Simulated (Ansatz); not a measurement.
Structure data:

```
C O
1.0
     2.49881    0.00000    0.00000
    -1.24941    2.16404    0.00000
     0.00000    0.00000   26.91387
C O
9 1
Direct
  0.33333 0.66667 0.24416
  0.66667 0.33333 0.26358
  0.66667 0.33333 0.32146
  0.33333 0.66667 0.34088
  0.33333 0.66667 0.44531
  0.66667 0.33333 0.44587
  0.66667 0.33333 0.59309
  0.33333 0.66667 0.59310
  0.00000 0.00000 0.71373
  0.00000 0.00000 0.75584
```

Q: Characterise the structure given above.

A: This is C9O. Cell content 9 C, 1 O; Z = 1. The neighbours of O is one C at 1.13 Å. The coordination, counted out to bonding distance, is C 1 to 4 (mean 3.0).

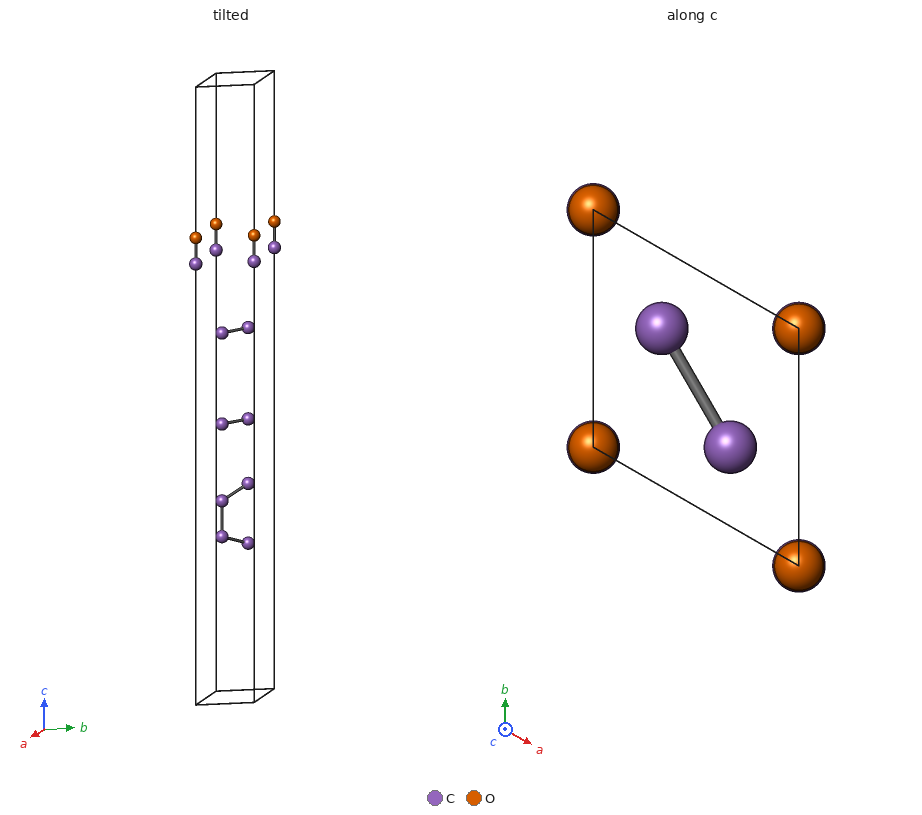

Ball-and-stick representation of a periodic structure, projected slightly off an axis and along the c axis. Atoms at the boundary of the simulation cell (the box) are drawn once for each face, edge or corner they touch. Colours: carbon purple, oxygen orange.

It derives from an entry, possibly a prediction, of the Crystallography Open Database, from which a slab was cut and an adsorbate added. The atoms were relaxed in a fixed cell with DFT PBEsol, scalar-relativistic, plane waves, PAW in Ansatz 0.2.0, but for four held in place.

At this level of theory the run's own cell isn't at rest (forces up to 5.9 eV/Å), so its distances can differ from those at equilibrium, the more so the softer the solid.
